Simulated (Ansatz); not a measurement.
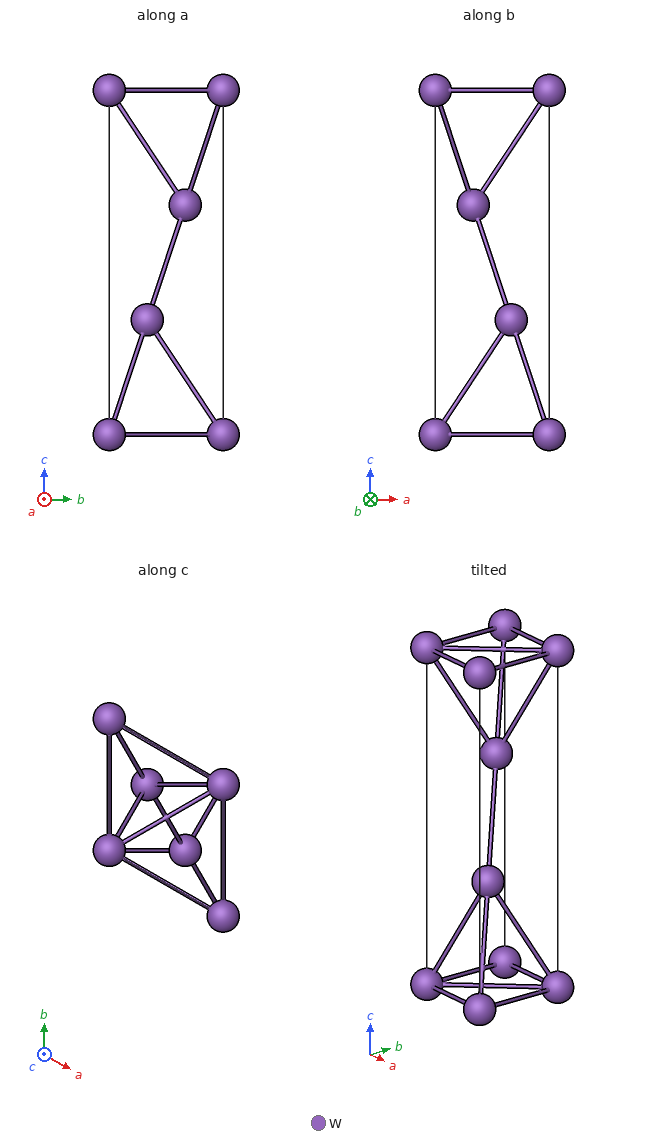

The structure above is drawn in ball-and-stick style and viewed along the a axis, along the b axis, along the c axis and slightly off an axis. The box is the conventional unit cell; atoms on or close to its faces, edges and corners are drawn wherever they repeat.

Lattice parameters: a = 2.7945 Å, b = 2.7945 Å, c = 7.3159 Å, α = 90.000°, β = 90.000°, γ = 120.000°.

Record the structure as a CIF in P1 with every atom of the cell.

Answer.
```cif
data_structure
_symmetry_space_group_name_H-M 'P 1'
_symmetry_Int_Tables_number 1
_cell_length_a 2.7945
_cell_length_b 2.7945
_cell_length_c 7.3159
_cell_angle_alpha 90.000
_cell_angle_beta 90.000
_cell_angle_gamma 120.000
_cell_volume 49.48
loop_
_atom_site_label
_atom_site_type_symbol
_atom_site_fract_x
_atom_site_fract_y
_atom_site_fract_z
_atom_site_occupancy
W1 W 0.0000 0.0000 0.0000 1
W2 W 0.6667 0.3333 0.3333 1
W3 W 0.3333 0.6667 0.6667 1
```

The structure comes from a structure type filled with this element by a generator (whether the element takes this form wasn't checked). Earlier steps of the study may have refined or changed the cell and positions. Ansatz was used for an electronic-structure calculation on it.
